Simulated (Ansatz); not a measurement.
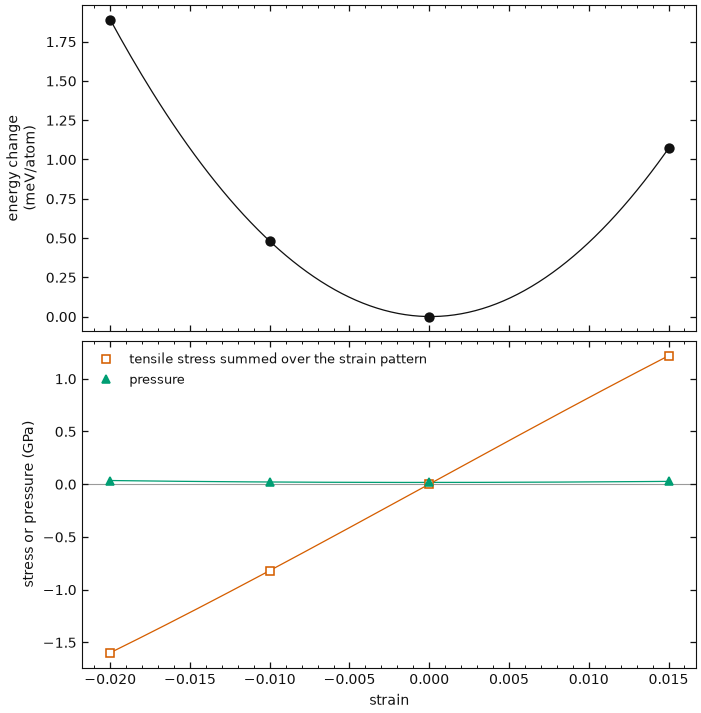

Caption: Energy change, tensile stress summed over the strain pattern and pressure against strain for Ta, space group Fm-3m (No. 225).

The energy rises on both sides of the starting structure, which is therefore a minimum along this path. The energy change is 1.89 meV/atom at strain −0.020 and 1.07 meV/atom at 0.015; the lowest computed point is at strain 0.000 (0.00 meV/atom), and no other minimum shows among the points. The tensile stress summed over the strain pattern rises from −1.599 GPa at strain −0.020 to 1.217 GPa at 0.015, and changes sign near 0.000. The pressure goes from 0.034 GPa at strain −0.020 to 0.026 GPa at 0.015, not monotonically, with a low of 0.016 GPa at 0.000.

Method: homogeneous strain of a crystal along one Voigt pattern with engineering shear, fractional coordinates fixed, by plane-wave density functional theory with PAW datasets, free energies less that of the undisturbed cell, pressure positive in compression; scalar-relativistic (Ansatz 0.2.0). Level: r2SCAN, no spin polarisation.

- wave cutoff: 500 eV
- k mesh: 24×24×24
- occupations: Gaussian
- smearing width: 0.15 eV
- k shift: (0, 0, 0) (mesh steps)
- start: relaxed
- strain pattern: (0, 0, 0, 0, 1, 0) (xx yy zz yz xz xy with engineering shear)

Starting cell:
```xyz
1
Lattice="0.0000 2.1039 2.1039 2.1039 0.0000 2.1039 2.1039 2.1039 0.0000" Properties=species:S:1:pos:R:3 pbc="T T T"
Ta    0.0000    0.0000    0.0000
```
